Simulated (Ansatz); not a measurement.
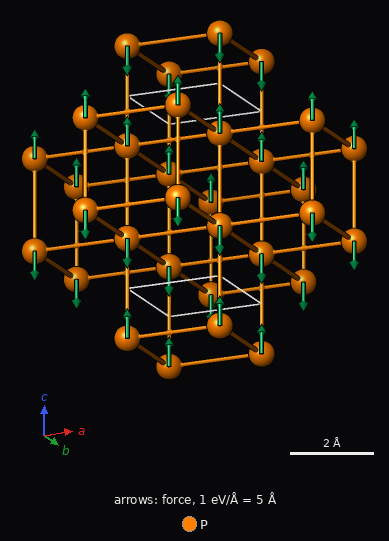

Starting geometry of crystalline P (a generated structure, set up in P4/mmm) with the computed forces as green arrows. The picture is a ball-and-stick view of the cell of the calculation, seen from a free direction.

The calculation used DFT PBE, scalar-relativistic, plane waves, PAW (Ansatz 0.2.0). Set-up: plane-wave cutoff 420 eV; k-point mesh 22 × 22 × 12; occupations gaussian; smearing width 0.1 eV; no spin polarisation; cell and atoms relaxed; force threshold 0.01 eV/Å; at most 80 steps.

> Is this structure relaxed? If not, where do the atoms go?

It isn't relaxed: the largest force vector, on P atoms, is 0.15 eV/Å. The atoms end up moving mostly along the starting forces (cosine between the two patterns 1.00). After 5 accepted moves (6 points after the start) the energy has fallen by 3.4 meV per atom. Largest force component: 0.15 eV/Å at the start, 0.00014 eV/Å at the end. Pressure: 0.34 GPa at the start and 0.00 GPa at the end. The SCF was repeated once at an unchanged geometry on a basis and grid sized afresh for the cell, which shifted the energy by less than 0.05 meV per atom at most. The largest moves relative to the cell, 0.046 Å, are those of P atoms. Cell: a = b 2.453 → 2.447 Å (−0.2 %), c 4.879 → 4.880 Å (0.0 %). Volume −0.5 %. Among the contacts that change: P–P 2.348 → 2.440 Å, P–P 2.531 → 2.440 Å, P–P 2.453 → 2.447 Å. The space group (tolerance 0.01 Å) goes from P4/mmm (No. 123) to Pm-3m (No. 221).
